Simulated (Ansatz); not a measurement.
**Single-point calculation of TiN (part 2 of 2)**

TiN (slab, 24 atoms in the cell); DFT PBE+D3(BJ), scalar-relativistic, plane waves, PAW, no spin polarisation (Ansatz 0.2.0); cutoff 420 eV, 3×3×1 k-mesh, Gaussian smearing of 0.1 eV. The structure derives from an entry of the Crystallography Open Database. It belongs to a series of runs on one base structure; here: the slab at its places in the relaxed adsorbed structure.

Geometry of the input (Å; fractional positions):
```
5.9476  0.0000  0.0000
0.0000  5.9476  0.0000
0.0000  0.0000  22.8195
Ti 0.2500  0.2500  0.3506
Ti 0.2500  0.7500  0.3506
Ti 0.7500  0.2500  0.3506
Ti 0.7500  0.7500  0.3506
N  0.5000  0.5000  0.3506
N  0.5000  0.0000  0.3506
N  0.0000  0.5000  0.3506
N  0.0000  0.0000  0.3506
Ti 0.5000  0.4951  0.4406
Ti 0.5000  0.0049  0.4406
Ti -0.0000  0.4916  0.4416
Ti 0.0000  0.0084  0.4416
N  0.7516  0.7500  0.4396
N  0.7502  0.2500  0.4416
N  0.2484  0.7500  0.4396
N  0.2498  0.2500  0.4416
Ti 0.7534  0.7500  0.5269
Ti 0.7378  0.2500  0.5361
Ti 0.2466  0.7500  0.5269
Ti 0.2622  0.2500  0.5361
N  0.0000  -0.0002  0.5373
N  -0.0000  0.5002  0.5373
N  0.5000  -0.0132  0.5301
N  0.5000  0.5132  0.5301
```

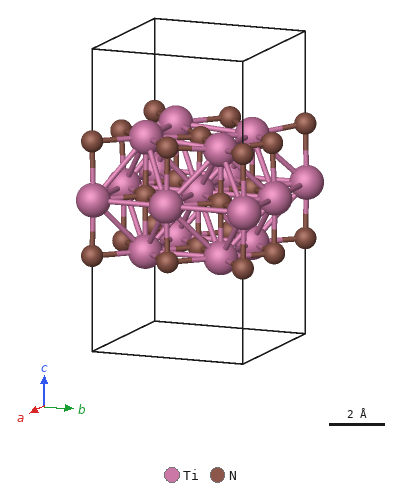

**Figure 1.** The input geometry (ball-and-stick view of the cell of the calculation, with the vacuum cut short, seen slightly off an axis). An atom can appear more than once, as a periodic image.

What the program printed, continued
```
SCF iter   1: F=—  HF=-34646.079002 eV  |F-HF|=—  |Δ(HF+E_count)|=         —  Δρ=2.99e-3  dr2=9.28e-2  ethr=1.77e-3  p=-0.027 e·Å  D=-6.14e-3 V/Å  ΔV_dip=0.14 eV  dr2_dipole=1.04e-2  V_vac-E_F(+/−)=2.90/2.75 eV  ⟨swp⟩=9.6  Hψ=3205  notcnv=0
efield: sawtooth ramp at fractional position 0.9240 (placed from the atoms, in the widest stretch of the axis that holds none; the zero of the levels goes with the place), width 0.0400; the density the first Hamiltonian is built on has a dipole p = -0.027 e·Å; the dipole correction subtracts the counter field D = -6.14e-3 V/Å, which shifts the + side's vacuum level by +0.14 eV against the − side's; the planar-averaged density in the ramp window peaks in size at 3.8e-6 e/Å³
preconditioner: auto → LDOS  [insulator: Δε(μ)=0.224 eV  Ē_g=7.924 eV  σ=0.100 eV  W_gap=0.60  n_scr=122 (ndim 8)  ℏωp=13.6 eV  f_vac=0.658  D(μ)=16.31/eV (n_scr^D=92)  ε∞_Penn≈3.9  β→1.0]
SCF iter   2: F=—  HF=-34646.088728 eV  |F-HF|=—  |Δ(HF+E_count)|=   9.73e-3  Δρ=1.59e-3  dr2=2.57e-2  ethr=4.55e-5  p=-0.038 e·Å  D=-8.52e-3 V/Å  ΔV_dip=0.19 eV  dr2_dipole=1.77e-3  V_vac-E_F(+/−)=2.79/2.60 eV  ⟨swp⟩=3.6  Hψ=1545  notcnv=0  defer=35
SCF iter   3: F=—  HF=-34646.088752 eV  |F-HF|=—  |Δ(HF+E_count)|=   2.38e-5  Δρ=8.80e-4  dr2=1.66e-2  ethr=1.26e-5  p=-0.039 e·Å  D=-8.78e-3 V/Å  ΔV_dip=0.20 eV  dr2_dipole=1.47e-3  V_vac-E_F(+/−)=2.79/2.59 eV  ⟨swp⟩=2.0  Hψ=953  notcnv=0  defer=35
SCF iter   4: F=—  HF=-34646.087762 eV  |F-HF|=—  |Δ(HF+E_count)|=   9.90e-4  Δρ=4.43e-4  dr2=3.52e-3  ethr=8.16e-6  p=-0.041 e·Å  D=-9.14e-3 V/Å  ΔV_dip=0.21 eV  dr2_dipole=5.85e-4  V_vac-E_F(+/−)=2.79/2.58 eV  ⟨swp⟩=2.0  Hψ=831  notcnv=0  defer=35
SCF iter   5: F=—  HF=-34646.087641 eV  |F-HF|=—  |Δ(HF+E_count)|=   1.20e-4  Δρ=2.13e-4  dr2=7.49e-4  ethr=1.73e-6  p=-0.043 e·Å  D=-9.63e-3 V/Å  ΔV_dip=0.22 eV  dr2_dipole=1.10e-4  V_vac-E_F(+/−)=2.79/2.57 eV  ⟨swp⟩=2.4  Hψ=839  notcnv=0  defer=35
SCF iter   6: F=—  HF=-34646.087624 eV  |F-HF|=—  |Δ(HF+E_count)|=   1.76e-5  Δρ=7.19e-5  dr2=1.28e-4  ethr=3.67e-7  p=-0.044 e·Å  D=-9.90e-3 V/Å  ΔV_dip=0.23 eV  dr2_dipole=3.45e-5  V_vac-E_F(+/−)=2.80/2.57 eV  ⟨swp⟩=2.6  Hψ=848  notcnv=0  defer=35
SCF iter   7: F=—  HF=-34646.087627 eV  |F-HF|=—  |Δ(HF+E_count)|=   3.28e-6  Δρ=3.39e-5  dr2=2.09e-5  ethr=6.26e-8  p=-0.045 e·Å  D=-1.01e-2 V/Å  ΔV_dip=0.23 eV  dr2_dipole=6.20e-6  V_vac-E_F(+/−)=2.80/2.57 eV  ⟨swp⟩=2.2  Hψ=836  notcnv=0  defer=35
SCF iter   8: F=—  HF=-34646.087658 eV  |F-HF|=—  |Δ(HF+E_count)|=   3.06e-5  Δρ=1.45e-5  dr2=3.85e-6  ethr=1.03e-8  p=-0.046 e·Å  D=-1.02e-2 V/Å  ΔV_dip=0.23 eV  dr2_dipole=1.06e-6  V_vac-E_F(+/−)=2.81/2.57 eV  ⟨swp⟩=3.4  Hψ=1266  notcnv=0  defer=4
SCF iter   9: F=—  HF=-34646.087660 eV  |F-HF|=—  |Δ(HF+E_count)|=   2.45e-6  Δρ=5.23e-6  dr2=6.57e-7  ethr=1.89e-9  p=-0.046 e·Å  D=-1.03e-2 V/Å  ΔV_dip=0.24 eV  dr2_dipole=1.07e-7  V_vac-E_F(+/−)=2.81/2.57 eV  ⟨swp⟩=2.6  Hψ=907  notcnv=0  defer=4
SCF iter  10: F=-34646.087661 eV  HF=-34646.087660 eV  |F-HF|=3.33e-8  |Δ(HF+E_count)|=   2.57e-7  Δρ=1.57e-6  dr2=4.05e-8  ethr=4.90e-11  p=-0.046 e·Å  D=-1.04e-2 V/Å  ΔV_dip=0.24 eV  dr2_dipole=1.75e-8  V_vac-E_F(+/−)=2.81/2.57 eV  ⟨swp⟩=19.8  Hψ=3539  notcnv=0
SCF 1 converged in 10 iterations: F = -34646.087661 eV  dr2 = 4.05e-8
  greatest PAW one-centre occupation: 0.999 electrons in one spin orbital (limit 2), on the Ti atom at site 9 (counted from 0), in its partial waves of l = 0
SCF converged after 10 iterations
Free energy (F): -34646.087661 eV
Harris-Foulkes:  -34646.087660 eV  (|F-HF|=3.33e-8)
Internal energy: -34646.007337 eV  (E = F + TS)
E sigma→0 (E₀):  -34646.047499 eV
Entropy (-TS):   -0.080323 eV (-3.347 meV/atom)
Fermi energy:    2.992662 eV
Dipole field:    D = -0.010474 V/Å  (p = -0.046725 e·Å, saw-weighted, corrected)
Work function:   Φ+ = 2.8094 eV   Φ− = 2.5704 eV
Levels:          The Fermi level and band energies are counted from a zero that moves with the ramp; work functions are not
--- Per-component energies (eV) ---
  E_band       = -3976.662419
  E_kinetic    = 4859.947705
  E_local      = -229250.599231  (includes V_loc(G=0)·N_el)
  E_nonlocal   = 621.143669
  E_hartree    = 112231.180113
  E_xc         = -1907.596146
  E_vxc        = -2403.304420  (∫ρ·V_xc dr)
  E_paw        = -14089.494273  (= ΣΔE_a)
  E_vpaw       = -2266.064685  (= ΣTr[D̂ρ^β])
  E_aug_tail   = 0.002271  (compensation charges beyond the density's cutoff)
  E_efield     = 0.000245  (sawtooth field / dipole correction)
  E_vefield    = -0.131925  (∫n·V_field dr)
  E_ewald      = 92897.017488
  E_disp       = -7.609177  (pairwise vdW)
  E_smearing   = -0.080323  (= −TS)
  E_closure    = 0.000000  (closes the sum)
  Σ components = -34646.087661   (vs F -34646.087661, Δ=0.00e0)
--- Forces (eV/Å), atoms counted from 1 ---
  atom   1  Ti    -0.08643876    -0.00002607     1.50580435
  atom   2  Ti    -0.11277354    -0.00000512     1.59910146
  atom   3  Ti     0.08643876     0.00002607     1.50580435
  atom   4  Ti     0.11277354     0.00000512     1.59910146
  atom   5  N     -0.00003646     0.05102457    -1.62899094
  atom   6  N      0.00003646    -0.05102457    -1.62899094
  atom   7  N     -0.00000063    -0.02894485    -1.40772040
  atom   8  N      0.00000063     0.02894485    -1.40772040
  atom   9  Ti     0.00030421    -0.07873782    -0.03767277
  atom  10  Ti    -0.00030421     0.07873782    -0.03767277
  atom  11  Ti    -0.00005622     0.15310366     0.11823235
  atom  12  Ti     0.00005622    -0.15310366     0.11823235
  atom  13  N     -0.01132119     0.00008707    -0.11523916
  atom  14  N     -0.09272649     0.00011434     0.29436838
  atom  15  N      0.01132119    -0.00008707    -0.11523916
  atom  16  N      0.09272649    -0.00011434     0.29436838
  atom  17  Ti     0.15258985    -0.00023597    -0.07786058
  atom  18  Ti     1.23474018    -0.00041551    -2.19832574
  atom  19  Ti    -0.15258985     0.00023597    -0.07786058
  atom  20  Ti    -1.23474018     0.00041551    -2.19832574
  atom  21  N     -0.00011848     0.08439534     0.22955283
  atom  22  N      0.00011848    -0.08439534     0.22955283
  atom  23  N     -0.00064708     0.99107213     1.71875869
  atom  24  N      0.00064708    -0.99107213     1.71875869
  max |Σ_I F_I| component: 1.69e-5 eV/Å
--- Band table (eV; the first three rows and the last of 5) ---
  k-point 0: bands = ["-55.0011", "-54.9817", "-54.9591", "-54.9421", "-54.9397", "-54.9049", "-54.8279", "-54.7865", "-54.6310", "-54.6035", "-54.6006", "-54.5625", "-31.5451", "-31.5366", "-31.5063", "-31.4962", "-31.4740", "-31.4281", "-31.3969", "-31.3941", "-31.3935", "-31.3912", "-31.3761", "-31.3321", "-31.3071", "-31.2999", "-31.2965", "-31.2544", "-31.0761", "-31.0737", "-31.0647", "-31.0537", "-31.0342", "-31.0331", "-31.0239", "-31.0171", "-31.0045", "-31.0000", "-30.9360", "-30.9178", "-30.9040", "-30.8751", "-30.8187", "-30.8166", "-30.7881", "-30.7861", "-30.7747", "-30.7694", "-13.9395", "-12.9324", "-12.7164", "-12.6253", "-12.2983", "-12.2972", "-12.2317", "-11.9020", "-11.5893", "-11.5603", "-11.2128", "-11.1830", "-4.7979", "-4.7952", "-4.5598", "-4.5529", "-3.7316", "-3.7064", "-3.0610", "-2.9555", "-2.8969", "-2.7789", "-2.7298", "-2.5168", "-2.4693", "-2.2218", "-2.2031", "-2.1636", "-2.0599", "-1.9982", "-1.9804", "-1.9684", "-1.9574", "-1.9176", "-1.8001", "-1.6456", "-1.6346", "-0.8922", "-0.8149", "-0.8058", "-0.7826", "-0.5427", "-0.5360", "0.1000", "0.2813", "0.3147", "0.4275", "0.8618", "0.9214", "0.9981", "1.0413", "1.1162", "2.0233", "2.6186", "3.0692", "3.0694", "3.1886", "3.2144", "3.7144", "3.7353", "3.8391", "3.9021", "3.9054", "3.9381", "4.0163", "4.1325", "4.1506", "4.2784", "4.3274", "4.3604", "4.4005", "4.4583", "4.4668", "4.5627", "4.5790", "4.6025", "4.6774", "4.9052"]
  k-point 1: bands = ["-54.9992", "-54.9729", "-54.9579", "-54.9489", "-54.9347", "-54.9124", "-54.8294", "-54.7877", "-54.6263", "-54.6085", "-54.5925", "-54.5704", "-31.5050", "-31.5007", "-31.4723", "-31.4546", "-31.4450", "-31.4202", "-31.4076", "-31.3985", "-31.3864", "-31.3564", "-31.3291", "-31.3109", "-31.3057", "-31.2998", "-31.2538", "-31.2304", "-31.1716", "-31.1305", "-31.1165", "-31.0755", "-31.0588", "-31.0265", "-31.0177", "-31.0098", "-31.0037", "-31.0003", "-30.9749", "-30.9244", "-30.8853", "-30.8690", "-30.8546", "-30.8410", "-30.8128", "-30.8071", "-30.7935", "-30.7689", "-13.6000", "-12.8095", "-12.7787", "-12.4592", "-12.4345", "-12.3605", "-12.0994", "-11.8620", "-11.7663", "-11.7330", "-11.5240", "-11.3632", "-4.3791", "-4.1035", "-4.1034", "-3.8943", "-3.4229", "-3.4191", "-3.1669", "-3.1017", "-2.9748", "-2.8490", "-2.5694", "-2.4411", "-2.4341", "-2.3635", "-2.2343", "-2.1327", "-2.0072", "-1.9319", "-1.8638", "-1.8049", "-1.7411", "-1.7117", "-1.5493", "-1.5012", "-1.4556", "-1.4379", "-1.3620", "-1.2935", "-1.2765", "-1.2721", "-0.9614", "-0.8079", "-0.7433", "-0.5853", "-0.5003", "-0.2315", "1.4907", "1.6688", "2.1041", "2.3066", "2.6736", "2.7630", "3.0414", "3.0990", "3.1135", "3.2344", "3.3828", "3.4371", "3.5256", "3.5272", "3.6322", "3.6557", "3.7302", "4.0004", "4.1586", "4.2767", "4.3437", "4.3623", "4.4113", "4.4354", "4.5070", "4.6541", "4.6839", "4.7921", "4.8135", "4.9892"]
  k-point 2: bands = ["-54.9938", "-54.9720", "-54.9662", "-54.9521", "-54.9311", "-54.9137", "-54.8178", "-54.7968", "-54.6261", "-54.6053", "-54.5962", "-54.5699", "-31.5100", "-31.4897", "-31.4652", "-31.4588", "-31.4396", "-31.4192", "-31.4169", "-31.3938", "-31.3822", "-31.3576", "-31.3443", "-31.3269", "-31.3027", "-31.3011", "-31.2550", "-31.2095", "-31.1777", "-31.1251", "-31.1108", "-31.0549", "-31.0503", "-31.0289", "-31.0206", "-31.0179", "-31.0095", "-30.9859", "-30.9818", "-30.9532", "-30.8808", "-30.8711", "-30.8539", "-30.8430", "-30.8206", "-30.8049", "-30.7852", "-30.7710", "-13.6001", "-12.8131", "-12.7761", "-12.4667", "-12.4297", "-12.3456", "-12.0986", "-11.8500", "-11.8115", "-11.6585", "-11.6104", "-11.3264", "-4.3716", "-4.1206", "-4.1045", "-3.8846", "-3.4549", "-3.4409", "-3.1637", "-3.0971", "-2.9212", "-2.8131", "-2.5871", "-2.4668", "-2.3701", "-2.3484", "-2.2352", "-2.1942", "-1.9901", "-1.9470", "-1.8321", "-1.7874", "-1.7780", "-1.6469", "-1.6325", "-1.5283", "-1.4713", "-1.4111", "-1.4003", "-1.2984", "-1.2518", "-1.2453", "-0.9733", "-0.8252", "-0.7762", "-0.5654", "-0.4744", "-0.1633", "1.4625", "1.6727", "2.1158", "2.2651", "2.6378", "2.7816", "3.0396", "3.0894", "3.1040", "3.2150", "3.3911", "3.4444", "3.5134", "3.5143", "3.5904", "3.6618", "3.6622", "3.9844", "4.1391", "4.2792", "4.3336", "4.3498", "4.4459", "4.4648", "4.4904", "4.5703", "4.7443", "4.8080", "4.8383", "5.0060"]
  k-point 4: bands = ["-54.9922", "-54.9650", "-54.9633", "-54.9443", "-54.9398", "-54.9216", "-54.8193", "-54.7981", "-54.6202", "-54.6025", "-54.5983", "-54.5766", "-31.4821", "-31.4648", "-31.4436", "-31.4376", "-31.4229", "-31.3994", "-31.3754", "-31.3536", "-31.3267", "-31.3158", "-31.3080", "-31.3020", "-31.2997", "-31.2869", "-31.2524", "-31.2219", "-31.1773", "-31.1544", "-31.1329", "-31.1217", "-31.1136", "-31.0909", "-31.0782", "-31.0435", "-31.0010", "-30.9801", "-30.9729", "-30.9590", "-30.8742", "-30.8709", "-30.8533", "-30.8470", "-30.8407", "-30.8337", "-30.8074", "-30.7969", "-13.3439", "-12.7929", "-12.7817", "-12.7619", "-12.2590", "-12.1665", "-12.0563", "-11.8815", "-11.8764", "-11.7485", "-11.6035", "-11.5088", "-3.9283", "-3.9229", "-3.7524", "-3.7488", "-3.6928", "-3.3215", "-3.2401", "-3.0154", "-2.9870", "-2.8936", "-2.7781", "-2.3529", "-2.3447", "-2.3033", "-2.2937", "-2.2285", "-2.0719", "-2.0075", "-1.9345", "-1.8946", "-1.8391", "-1.7889", "-1.7715", "-1.7009", "-1.6138", "-1.5297", "-1.3417", "-1.1689", "-1.1410", "-1.1128", "-1.0904", "-1.0695", "-0.8641", "-0.7678", "-0.6411", "-0.3140", "1.4134", "2.2131", "2.2602", "2.3364", "2.6513", "3.0047", "3.0753", "3.3038", "3.3950", "3.4907", "3.5361", "3.6549", "3.6925", "3.7471", "3.9058", "3.9326", "4.0054", "4.0282", "4.1089", "4.1489", "4.2135", "4.3520", "4.4024", "4.4301", "4.5594", "4.6342", "4.6652", "4.7325", "4.7467", "4.7924"]
```

Results in brief

| quantity | value |
| --- | --- |
| outcome | converged |
| electrons treated | 204 |
| free energy | −34646.0877 eV |
| work function, top face | 2.81 eV |
| work function, bottom face | 2.57 eV |
| Fermi energy | 2.993 eV |
| gap on the k-point mesh | 0.03 eV by band count, under the smearing |
| work function (upper face) | 2.81 eV |
| largest force (length of the vector) | 2.521 eV/Å |
| hardware | 8 threads of Arm Neoverse V1, 24 GiB of memory available, shared host |
| wall time | 11 s (CPU time 82 s) |
| peak memory | 2.4 GiB |
